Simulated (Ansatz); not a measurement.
The coordinates of a crystal:

```yaml
crystal:
  lattice:
    - [5.72714, 0.00000, 0.00000]
    - [0.00000, 3.24044, 0.00000]
    - [-0.19682, 0.00000, 4.85455]
  atoms:
    - { symbol: Mg, position: [0.33369, 0.00000, 0.99863] }
    - { symbol: Mg, position: [0.15930, 0.50000, 0.51851] }
    - { symbol: O, position: [0.32660, 0.00000, 0.41685] }
    - { symbol: O, position: [0.18041, 0.50000, 0.87520] }
    - { symbol: Mg, position: [0.83369, 0.50000, 0.99863] }
    - { symbol: Mg, position: [0.65930, 0.00000, 0.51851] }
    - { symbol: O, position: [0.82660, 0.50000, 0.41685] }
    - { symbol: O, position: [0.68041, 0.00000, 0.87520] }
```

Question: Before looking at a picture, describe the arrangement of atoms.

Answer: The formula is MgO. The structure has Cm (No. 8) symmetry and a base-centred monoclinic lattice. Atoms per cell: 8 (4 Mg, 4 O). The polyhedra are MgO4 tetrahedra; they share corners. Mg is coordinated by four O in a distorted tetrahedral arrangement at 1.73 to 2.10 Å. O bonds to four Mg in a distorted tetrahedral arrangement at 1.73 to 2.10 Å. The bonds build a three-dimensional framework.

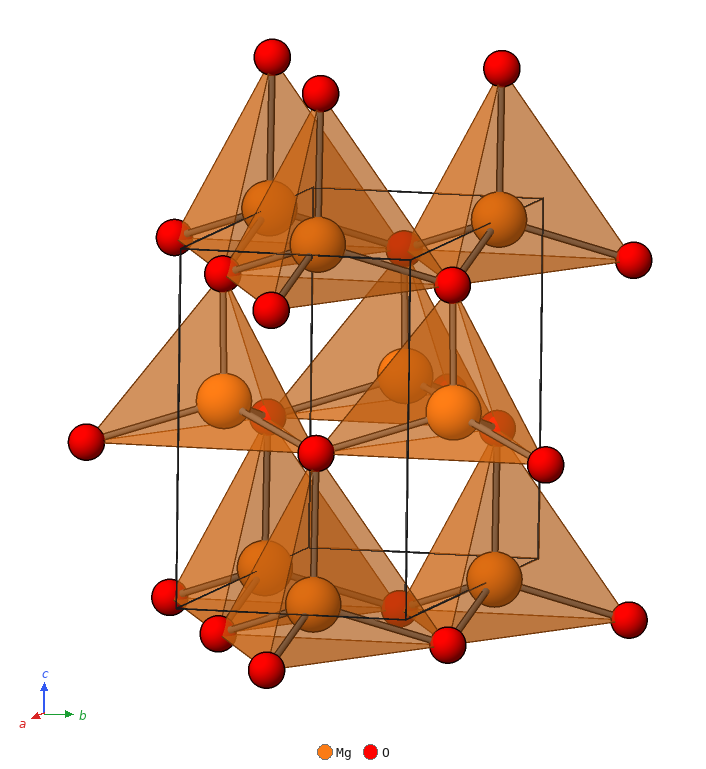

A polyhedral rendering, viewed slightly off an axis. Thin lines show the conventional unit cell, with boundary atoms drawn in all their periodic places. Some neighbours outside the box are added. Colours: magnesium orange, oxygen red.

Starting structure: a structure listed in the Materials Project. The cell was then strained or its atoms displaced on purpose. It was run through Ansatz as a DFT input.

At this level of theory the cell isn't at rest (compressed, at 14 GPa and forces up to 4.2 eV/Å), so its distances can differ from those at equilibrium, the more so the softer the solid.
